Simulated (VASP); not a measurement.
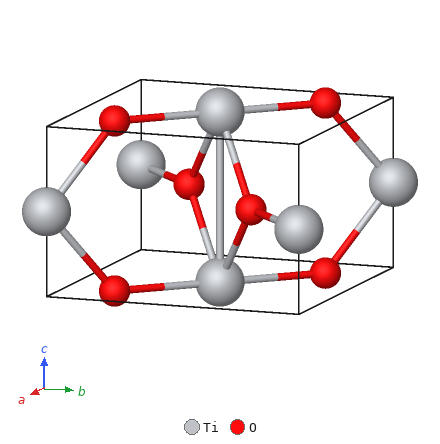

TiO2, space group P4_2/mnm (No. 136), a = 4.565 Å, b = 4.565 Å, c = 2.932 Å, α = 90.00°, β = 90.00°, γ = 90.00°

```json
{"site": "Ti", "Wyckoff": "2b", "x": "0.0000", "y": "0.0000", "z": "0.5000"}
{"site": "O", "Wyckoff": "4g", "x": "0.3038", "y": "0.3038", "z": "0.5000"}
```

Origin: coordinates from a relaxation with VASP 6.6.1, VASP Kohn-Sham DFT of a periodic cell, PBEsol with D3(BJ), VASP PAW PBE potentials, recommended.

> Compute the Voronoi cell of each site (no radii): faces and volume.

```tsv
site	faces above 1 % of the sphere	volume (Å³)	solid angle by neighbour (%)
Ti	6	7.44	O 100
O	16	11.56	Ti 50 O 50
```

Weighted by multiplicity the volumes add up to the cell volume, 61.1 Å³.

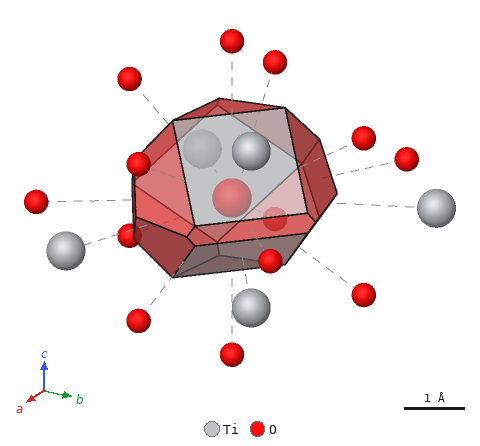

The computed Voronoi cell of O, with the neighbours that bound it.
